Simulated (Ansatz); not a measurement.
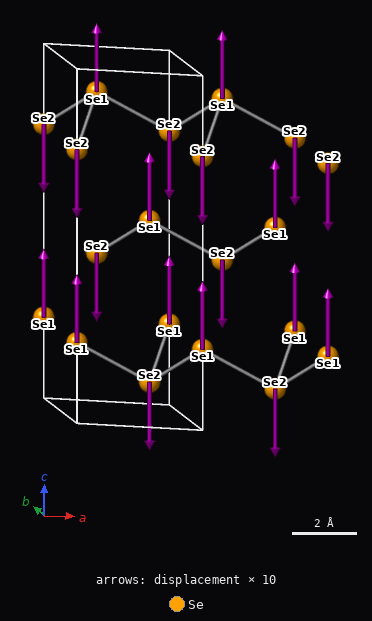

This is a relaxation of a crystal of Se (built on the grey arsenic (A7)_166 type) (coarse preliminary run). The starting structure is drawn; purple arrows show the displacements (the part carried along by the change of the cell is left out), magnified 10 times.

Style: ball-and-stick. Shown: the conventional cell (3 times the calculation's cell), repeated 2 × 1 × 1 with one cell outlined, slightly off an axis. Lengths and directions refer to the drawn axes.

Case: grey arsenic (A7) type (R-3m, No. 166).

All numbers below come from DFT PBEsol, scalar-relativistic, plane waves, PAW in Ansatz. Set-up: plane-wave cutoff 420 eV; k-point mesh 6 × 6 × 6; occupations gaussian; smearing width 0.1 eV; no spin polarisation; cell and atoms relaxed; force threshold 0.04 eV/Å; at most 70 steps.

> What did the optimiser do to the structure, and how much energy did it gain?

After 4 accepted moves (6 points after the start) the energy has fallen by 0.781 eV per cell of the calculation. Largest force component: 0.44 eV/Å at the start, 0.0026 eV/Å at the end. The pressure goes from −6.35 to −0.10 GPa. The line search rejected the trial step at point 3 of the run. The SCF was repeated once at an unchanged geometry on a basis and grid sized afresh for the cell, which shifted the energy by 1.0 meV per cell of the calculation at most. The largest moves relative to the cell, 0.22 Å, are those of Se1 and Se2. Se1 goes along +c. The volume changes by −21.6 %, with a = b 4.095 → 3.896 Å (−4.9 %), c 11.391 → 9.873 Å (−13.3 %). Near-neighbour distances that change, for instance: Se1–Se2 3.376 → 2.787 Å, Se1–Se2 (another image) 2.741 → 2.787 Å. New bonds form: Se1–Se2 (3.38 → 2.79 Å). Bond angles that change, for instance: Se2–Se1–Se2 96.7° → 88.7°. The space group stays R-3m (No. 166).
